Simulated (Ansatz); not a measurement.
TaN: several calculations on one system

**1. A change**

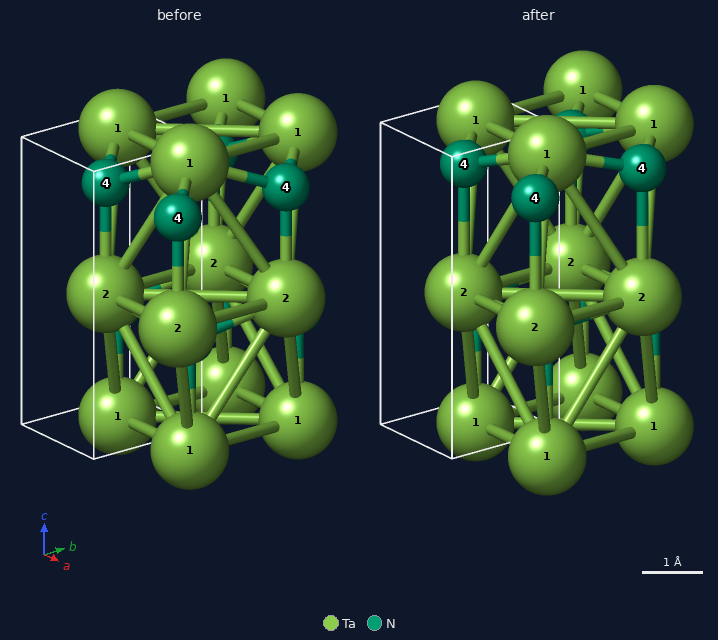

Left: a symmetric starting cell of TaN. Right: the same structure after one change, at the same scale. Style: ball-and-stick. Shown: the cell of the calculation, repeated 2 × 2 × 1 with one cell outlined, slightly off an axis.

The calculation used DFT PBEsol, scalar-relativistic, plane waves, PAW in Ansatz. Set-up: plane-wave cutoff 420 eV; k-point mesh 15 × 15 × 8; occupations gaussian; smearing width 0.1 eV; no spin polarisation.

Question: What distinguishes the right structure from the left one?

Answer: The cell is strained by +5.0 % along c and −1.0 % across it (volume +3.0 %) and atoms are displaced by 0.11 Å relative to the cell. No relaxation follows. The starting cell wasn't computed here and needn't be at equilibrium, so pressure and forces aren't due to the change alone.

Question: What does the change do?

Answer: The pressure is 131.4 GPa (not all of it need come from the change, since the unchanged cell can be under pressure at this level too). The principal stresses (compression positive) are 35.3 GPa along c and 179.4 GPa across it. The largest forces, 4.9 eV/Å, act on Ta and N. The forces point straight back along the displacements (cosine −1.00). Some distances before and after: N–Ta 1.902 → 2.208 Å, Ta–Ta 3.033 → 3.126 Å, N–Ta 1.850 → 1.786 Å, Ta–Ta 3.050 → 3.020 Å. The space group stays P6_3mc (No. 186).

**2. Distortion**

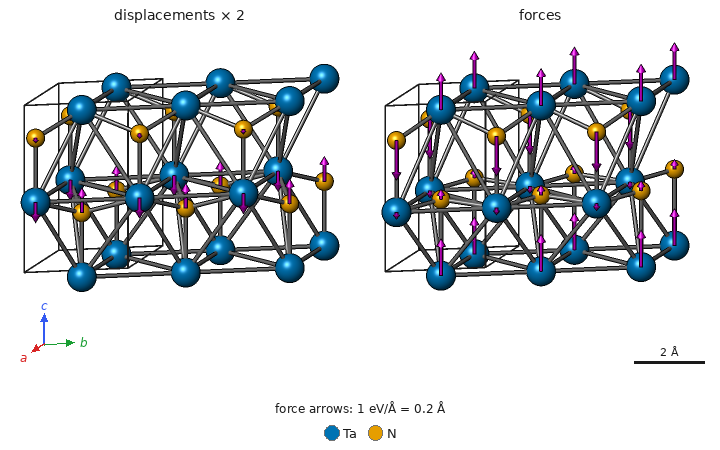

Left: a symmetric starting cell of TaN, with purple arrows for the displacements applied to it (without the part that the change of the cell carries along). Right: the displaced structure with the computed forces. Besides, the cell is strained by −0.7 % along c and −3.7 % across it (volume −7.9 %). A ball-and-stick model of the cell of the calculation, repeated 2 × 3 × 1 with one cell outlined, seen slightly off an axis.

The calculation used DFT PBEsol, scalar-relativistic, plane waves, PAW (Ansatz). Set-up: plane-wave cutoff 420 eV; k-point mesh 15 × 15 × 8; occupations gaussian; smearing width 0.1 eV; no spin polarisation.

Q: Where do the forces point?

A: Atoms are displaced by up to 0.38 Å (root mean square over those that move 0.25 Å) relative to the cell. No relaxation follows. The starting cell wasn't computed here and needn't be at equilibrium, so pressure and forces aren't due to the change alone. The pressure is 204.8 GPa (not all of it need come from the change, since the unchanged cell can be under pressure at this level too). The principal stresses (compression positive) are 81.6 GPa along c and 266.4 GPa across it. The largest force is 6 eV/Å, on an N atom. The forces point along the displacements, not back (a soft direction, or forces left over where the reference was relaxed at another level) (cosine 0.35). Near-neighbour distances before and after: N–Ta 1.902 → 2.121 to 2.256 Å, Ta–Ta 3.033 → 2.722 to 3.252 Å, N–Ta 1.850 → 1.700 to 1.817 Å, Ta–Ta 3.050 → 2.937 Å. The space group (tolerance 0.01 Å) goes from P6_3mc (No. 186) to P3m1 (No. 156).

**3. Distortion**

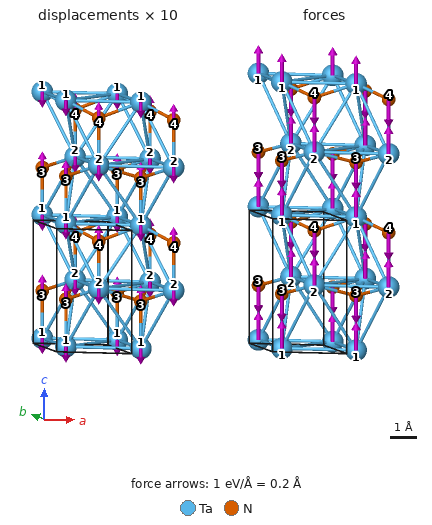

Left: a symmetric starting cell of TaN, with purple arrows for the displacements applied to it (without the part that the change of the cell carries along). Right: the displaced structure with the computed forces. Besides, the cell is strained by +8.1 % along c and −0.9 % across it (volume +6.3 %). Style: ball-and-stick. Shown: the cell of the calculation, repeated 2 × 2 × 2 with one cell outlined, slightly off an axis.

These are results of Ansatz 0.2.0, DFT PBEsol, scalar-relativistic, plane waves, PAW, not measurements. Settings: plane-wave cutoff 420 eV; k-point mesh 15 × 15 × 8; occupations gaussian; smearing width 0.1 eV; no spin polarisation.

Q: How do the forces relate to the distortion?

A: Atoms are displaced by 0.06 Å relative to the cell: N3 0.06 Å along +c, Ta2 0.06 Å along −c. No relaxation follows. The starting cell wasn't computed here and needn't be at equilibrium, so pressure and forces aren't due to the change alone. Some distances before and after: N–Ta 1.902 → 2.186 Å, Ta–Ta 3.033 → 3.191 Å, N–Ta 1.850 → 1.812 Å, Ta–Ta 3.050 → 3.024 Å. The space group stays P6_3mc (No. 186). The pressure is 108.1 GPa (not all of it need come from the change, since the unchanged cell can be under pressure at this level too). The principal stresses (compression positive) are 37.7 GPa along c and 143.3 GPa across it. The largest forces, 5.7 eV/Å, act on Ta1, Ta2, N3 and N4; on Ta1 it points along +c. The forces point straight back along the displacements (cosine −1.00).
